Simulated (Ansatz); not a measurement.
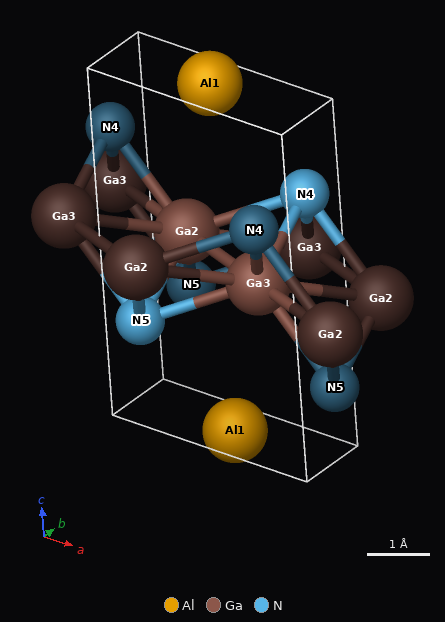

The structure as given in the input (ball-and-stick view of the reduced cell, seen slightly off an axis; neighbours outside the cell are drawn fainter; atoms are numbered from 1 in the order of the input). An atom can appear more than once, as a periodic image.

## What a change does: single-point calculation on AlGa$_{2}$N$_{2}$

System: AlGa$_{2}$N$_{2}$ (Fmmm, 5 atoms in the cell).
Method of the first run: DFT PBE, scalar-relativistic, plane waves, PAW, spin-polarised (Ansatz 0.2.0).

The structure was made by a generator, so it may or may not be a known phase. Text and figures count atoms from 1; the logs count them from 0 in places.

### Input, the first run
```yaml
crystal:
  lattice:
    - [0.0, 2.42181154, 5.81498999]
    - [2.40987709, 0.0, 5.81498999]
    - [2.40987709, 2.42181154, 0.0]
  atoms:
    - { symbol: Al, position: [0.5, 0.5, 0.5] }
    - { symbol: Ga, position: [0.25, 0.25, 0.25] }
    - { symbol: Ga, position: [0.75, 0.75, 0.75] }
    - { symbol: "N", position: [0.1428, 0.1428, 0.8572], spin: 1.0 }
    - { symbol: "N", position: [0.8572, 0.8572, 0.1428], spin: 1.0 }
basis:
  ecutwfc: 420
kpoints:
  mp_grid: { grid: [6, 6, 6] }
hamiltonian:
  xc: pbe
scf:
  occupations: { method: gaussian, width: 0.1 }
  lower_state_search: "off"
output:
  forces: true
  stress: true
  eigenvalues: true
  populations: true
magnetization:
  spin_polarized: true
```

Command:
```bash
ansatz run input.yaml --threads 1 --pin off --max-ram 2560MiB --backend cpu --events-out ev --progress --plain --runs-dir out
```

Hardware: 1 thread of Intel Xeon @ 2.50GHz (Skylake/Cascade Lake), 189 GiB of memory available, shared host.

### Output, shortened to warnings, some set-up lines, iterations and results (the first run)
```
WARN: the starting moments were not kept: the SCF closed with an absolute magnetisation of 7.3e-6 μB, where they sum to 2 μB in size (2 sites). That is at most 0.1 of that sum. Measured as dr2_m measures the in/out step, that magnetisation stands 4.9e-12 eV from none, at or under the dr2_threshold of 1.0e-7 eV: it is no larger than a step whose dr2_m would equal this threshold. The system may …
Basis set: ecut = 420 eV, 1363 PW (Γ), exchange–correlation on 90×90×48 points (8 copies of the dense FFT grid, shifted against one another)
Symmetry: 8 space group operations
k-points: 46 of 216
Initial density: superposition of atomic densities (chi_scale 0.1, normalization cell, long waves kept (reshape's long-wave potential 0.17 eV rms))
[...]
SCF iter   1: F=—  HF=-8867.015500 eV  |F-HF|=—  |Δ(HF+E_count)|=         —  Δρ=4.48e-2 (↑2.94e-2 ↓4.48e-2)  dr2=2.28e0  dr2_m=5.09e-1  M=0.523 μB ∫|m|=0.639 μB  β_m=0.30  …
SCF iter   2: F=—  HF=-8866.941575 eV  |F-HF|=—  |Δ(HF+E_count)|=   7.39e-2  Δρ=3.17e-2 (↑2.48e-2 ↓3.17e-2)  dr2=1.29e0  dr2_m=3.15e-1  M=0.461 μB ∫|m|=0.545 μB  β_m=0.30  …
SCF iter   3: F=—  HF=-8866.772573 eV  |F-HF|=—  |Δ(HF+E_count)|=   1.69e-1  Δρ=2.22e-2 (↑2.22e-2 ↓1.63e-2)  dr2=2.61e-1  dr2_m=2.06e-1  M=0.390 μB ∫|m|=0.467 μB  β_m=0.30  …
SCF iter   4: F=—  HF=-8866.764404 eV  |F-HF|=—  |Δ(HF+E_count)|=   8.17e-3  Δρ=1.48e-2 (↑1.42e-2 ↓1.48e-2)  dr2=1.65e-2  dr2_m=1.26e-1  M=0.347 μB ∫|m|=0.405 μB  β_m=0.30  …
SCF iter   5: F=—  HF=-8866.800770 eV  |F-HF|=—  |Δ(HF+E_count)|=   3.64e-2  Δρ=1.18e-2 (↑1.10e-2 ↓1.18e-2)  dr2=8.30e-3  dr2_m=7.79e-2  M=0.315 μB ∫|m|=0.357 μB  β_m=0.30  …
[... 9 lines ...]
SCF iter  15: F=—  HF=-8866.862563 eV  |F-HF|=—  |Δ(HF+E_count)|=   4.57e-6  Δρ=1.64e-5 (↑1.46e-5 ↓1.64e-5)  dr2=1.42e-7  dr2_m=1.37e-7  M=0.004 μB ∫|m|=0.004 μB  β_m=0.90  …
SCF iter  16: F=-8866.862564 eV  HF=-8866.862564 eV  |F-HF|=1.84e-8  |Δ(HF+E_count)|=   9.80e-7  Δρ=4.13e-6 (↑2.43e-6 ↓4.13e-6)  dr2=5.76e-8  dr2_m=2.36e-9  M=0.000 μB …
SCF iter  17: F=-8866.862564 eV  HF=-8866.862564 eV  |F-HF|=1.29e-10  |Δ(HF+E_count)|=   6.65e-9  Δρ=7.58e-7 (↑7.48e-7 ↓7.58e-7)  dr2=1.28e-9  dr2_m=1.98e-10  M=-0.000 μB …
SCF iter  18: F=-8866.862564 eV  HF=-8866.862564 eV  |F-HF|=4.37e-11  |Δ(HF+E_count)|=   1.83e-9  Δρ=1.84e-7 (↑1.84e-7 ↓1.76e-7)  dr2=1.62e-10  dr2_m=1.50e-12  M=0.000 μB …
SCF 1 converged in 18 iterations: F = -8866.862564 eV  dr2 = 1.62e-10
SCF converged after 18 iterations
Magnetization: 0.0000 μB (19.5000 up, 19.5000 down)
Absolute magnetization: 0.0000 μB (∫|ρ↑−ρ↓|, with the PAW one-centre terms)
Spin contamination: 0.0000 ħ² per cell (⟨S²⟩ above its minimum at these occupations)
Per-site moments (μB) at R_I (Å): [(1.1929910483102993e-6, 1.2072681380522685), (2.161882218202814e-7, 0.872368258044494), (2.161882218958517e-7, 0.872368258044494), (9.99468358326122e-7, 0.872368258044494), (9.994683582660091e-7, 0.872368258044494)]
Free energy (F): -8866.862564 eV
Harris-Foulkes:  -8866.862564 eV  (|F-HF|=4.37e-11)
Internal energy: -8866.846025 eV  (E = F + TS)
E sigma→0 (E₀):  -8866.854295 eV
Entropy (-TS):   -0.016538 eV (-3.308 meV/atom)
Fermi energy:    9.994669 eV
--- Per-component energies (eV) ---
  E_band       = -79.017860
  E_kinetic    = 506.185310
  E_local      = -5836.913259  (includes V_loc(G=0)·N_el)
  E_nonlocal   = 959.617499
  E_hartree    = 2728.298396
  E_xc         = -296.224593
  E_vxc        = -295.424609  (∫ρ·V_xc dr)
  E_paw        = -4701.583414  (= ΣΔE_a)
  E_vpaw       = -869.080102  (= ΣTr[D̂ρ^β])
  E_aug_tail   = -0.000167  (compensation charges beyond the density's cutoff)
  E_ewald      = -2226.225797
  E_smearing   = -0.016538  (= −TS)
  E_closure    = -0.000000  (closes the sum)
  Σ components = -8866.862564   (vs F -8866.862564, Δ=0.00e0)
--- Forces (eV/Å), atoms counted from 1 ---
  atom   1  Al     0.00000000     0.00000000     0.00000000
  atom   2  Ga     0.00000000     0.00000000     0.00000000
  atom   3  Ga    -0.00000000     0.00000000     0.00000000
  atom   4  N      0.00000000     0.00000000     1.21482492
  atom   5  N      0.00000000     0.00000000    -1.21482492
  max |Σ_I F_I| component: 2.22e-16 eV/Å
--- Stress (GPa, compression-positive) ---
       18.012980       0.000000       0.000000
        0.000000      17.423346       0.000000
        0.000000       0.000000      -4.002783
  P = ⅓ Tr σ = 10.4778 GPa (104.778 kbar)
--- Löwdin populations: 5 sites ---
  site symbol       q [e]    m [muB]
     0     Al      2.5616     0.0000
     1     Ga     12.4778     0.0000
     2     Ga     12.4778     0.0000
     3      N      5.6543     0.0000
     4      N      5.6543     0.0000
  spilling = 0.004469 (of n_electrons = 39.000000)
```

The input of the second run differs as follows (lines with − go, lines with + come):
```diff
-    - { symbol: "N", position: [0.1428, 0.1428, 0.8572], spin: 1.0 }
-    - { symbol: "N", position: [0.8572, 0.8572, 0.1428], spin: 1.0 }
+    - { symbol: "N", position: [0.1428, 0.1428, 0.8572] }
+    - { symbol: "N", position: [0.8572, 0.8572, 0.1428] }
-  populations: true
-magnetization:
-  spin_polarized: true
```

What does this change do to the results?

The energy is the same within 0.01 meV per atom. The SCF takes 7 iterations against 18. On the same kind of shared host the second run took about 0.25 times as long. The two runs start from different initial densities, which also moves the count.

### Output, shortened to warnings, some set-up lines, iterations and results (the second run)
```
Basis set: ecut = 420 eV, 1363 PW (Γ), exchange–correlation on 90×90×48 points (8 copies of the dense FFT grid, shifted against one another)
Symmetry: 8 space group operations
k-points: 46 of 216
Initial density: superposition of atomic densities (neutral atoms: chi_scale 0, normalization atom), corrected by the library's trained network
[...]
SCF iter   1: F=—  HF=-8866.866904 eV  |F-HF|=—  |Δ(HF+E_count)|=         —  Δρ=5.77e-3  dr2=1.60e-2  ethr=1.77e-3  ⟨swp⟩=5.3  Hψ=4818  notcnv=0
SCF iter   2: F=—  HF=-8866.864706 eV  |F-HF|=—  |Δ(HF+E_count)|=   2.20e-3  Δρ=3.15e-3  dr2=8.04e-3  ethr=4.11e-5  ⟨swp⟩=1.5  Hψ=1582  notcnv=0
SCF iter   3: F=—  HF=-8866.862787 eV  |F-HF|=—  |Δ(HF+E_count)|=   1.92e-3  Δρ=5.98e-4  dr2=6.77e-4  ethr=2.06e-5  ⟨swp⟩=2.0  Hψ=1250  notcnv=0
SCF iter   4: F=—  HF=-8866.862641 eV  |F-HF|=—  |Δ(HF+E_count)|=   1.46e-4  Δρ=2.35e-4  dr2=6.87e-5  ethr=1.74e-6  ⟨swp⟩=2.5  Hψ=1958  notcnv=0
SCF iter   5: F=—  HF=-8866.862568 eV  |F-HF|=—  |Δ(HF+E_count)|=   7.36e-5  Δρ=9.81e-5  dr2=6.74e-6  ethr=1.76e-7  ⟨swp⟩=2.0  Hψ=2018  notcnv=0
SCF iter   6: F=—  HF=-8866.862564 eV  |F-HF|=—  |Δ(HF+E_count)|=   4.05e-6  Δρ=3.06e-5  dr2=4.38e-7  ethr=1.73e-8  ⟨swp⟩=2.0  Hψ=2014  notcnv=0
SCF iter   7: F=-8866.862564 eV  HF=-8866.862564 eV  |F-HF|=2.43e-9  |Δ(HF+E_count)|=   1.20e-7  Δρ=4.70e-6  dr2=2.04e-8  ethr=2.56e-10  ⟨swp⟩=7.1  Hψ=5099  notcnv=0
SCF 1 converged in 7 iterations: F = -8866.862564 eV  dr2 = 2.04e-8
SCF converged after 7 iterations
Free energy (F): -8866.862564 eV
Harris-Foulkes:  -8866.862564 eV  (|F-HF|=2.43e-9)
Internal energy: -8866.846025 eV  (E = F + TS)
E sigma→0 (E₀):  -8866.854294 eV
Entropy (-TS):   -0.016539 eV (-3.308 meV/atom)
Fermi energy:    9.994649 eV
--- Per-component energies (eV) ---
  E_band       = -79.021472
  E_kinetic    = 506.185875
  E_local      = -5836.917105  (includes V_loc(G=0)·N_el)
  E_nonlocal   = 959.618354
  E_hartree    = 2728.301416
  E_xc         = -296.224629
  E_vxc        = -295.424647  (∫ρ·V_xc dr)
  E_paw        = -4701.583973  (= ΣΔE_a)
  E_vpaw       = -869.082412  (= ΣTr[D̂ρ^β])
  E_aug_tail   = -0.000167  (compensation charges beyond the density's cutoff)
  E_ewald      = -2226.225797
  E_smearing   = -0.016539  (= −TS)
  E_closure    = 0.000000  (closes the sum)
  Σ components = -8866.862564   (vs F -8866.862564, Δ=0.00e0)
--- Forces (eV/Å), atoms counted from 1 ---
  atom   1  Al     0.00000000     0.00000000    -0.00000000
  atom   2  Ga     0.00000000     0.00000000     0.00000000
  atom   3  Ga     0.00000000     0.00000000     0.00000000
  atom   4  N      0.00000000     0.00000000     1.21488466
  atom   5  N      0.00000000     0.00000000    -1.21488466
  max |Σ_I F_I| component: 2.22e-16 eV/Å
--- Stress (GPa, compression-positive) ---
       18.012892       0.000000       0.000000
        0.000000      17.423257       0.000000
        0.000000       0.000000      -4.002852
  P = ⅓ Tr σ = 10.4778 GPa (104.778 kbar)
```

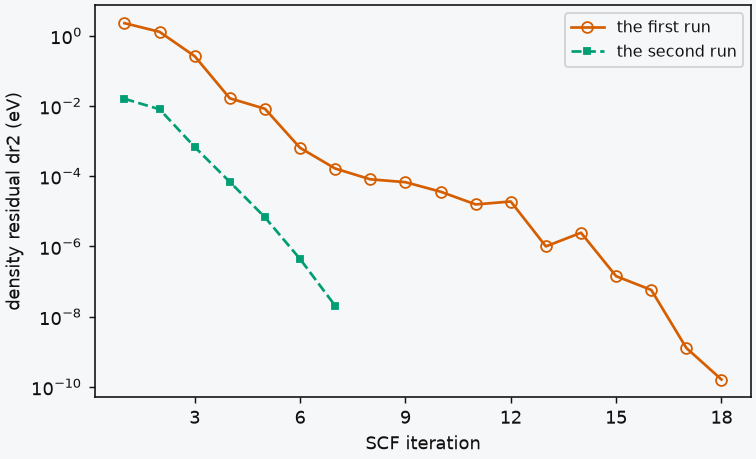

Convergence of the two runs: density residual dr2 against the SCF iteration. The first run takes 18 iterations in all, and the second run takes 7.

### The two runs side by side

| quantity | the first run | the second run |
| --- | --- | --- |
| outcome | converged | converged |
| free energy per atom (eV) | −1773.3725 | −1773.3725 |
| energy per atom, smearing taken to zero (eV) | −1773.3709 | −1773.3709 |
| gap on the mesh (eV) | 0.00 | 0.00 |
| net moment of the cell (μB) | 0.00 | – |
| absolute moment of the cell (μB) | 0.00 | – |
| pressure (GPa) | 10.48 | 10.48 |
| largest force (eV/Å) | 1.215 | 1.215 |
| SCF iterations | 18 | 7 |
| irreducible k-points | 46 | 46 |
| plane waves at Γ | 1363 | 1363 |
| wall time (shared host) | 38 s | 9.5 s |

For the first run: Warnings: some starting moments were not kept. For the second run: The cell holds an odd number of electrons but the run has no spin polarisation, so a band is left half filled.
